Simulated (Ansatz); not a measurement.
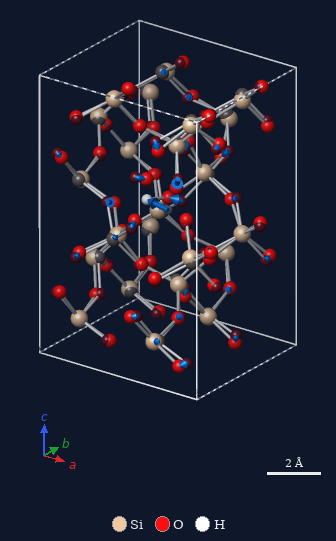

A relaxation of a defect cell of composition Si$_{23}$O$_{48}$H. The starting structure is drawn faded, the final one solid; blue arrows show the displacements, at their true length.

Style: ball-and-stick. Shown: the cell of the calculation (origin shifted), slightly off an axis.

These are results of Ansatz 0.2.0, DFT, PBEsol, PAW, plane waves, not measurements. Settings: plane-wave cutoff 420 eV; k-point mesh 1 × 1 × 1; mesh shifted by (0.25, 0.25, 0.25); collinear spin; atoms relaxed in a fixed cell; force threshold 0.03 eV/Å; at most 80 steps.

Q: Which element moves most?

A: Hydrogen: up to 1.10 Å, against 0.81 Å for oxygen.

Q: Describe the change and its energy.

A: After 23 geometry steps the energy has fallen by 4.868 eV per cell of the calculation. Largest force component: 3.1 eV/Å at the start, 0.016 eV/Å at the end. The largest move is that of the H atom, 1.10 Å roughly along [−3 −1 1]. Largest moves by element: H 1.10 Å, O 0.81 Å, Si 0.25 Å. The cell stays as it was. Some distances before and after: H–O 1.687 → 1.073 Å, O–Si 1.586 → 1.753 Å, O–Si 1.569 → 1.650 Å, O–Si 1.691 → 1.613 Å. New bonds form: H–O (1.69 → 1.07 Å). Among the angles between lasting bonds that change: Si–O–Si 143.7° → 122.6°, Si–O–Si 145.0° → 161.3°, Si–O–Si 142.3° → 128.3°. The program noted that the starting moments weren't kept.
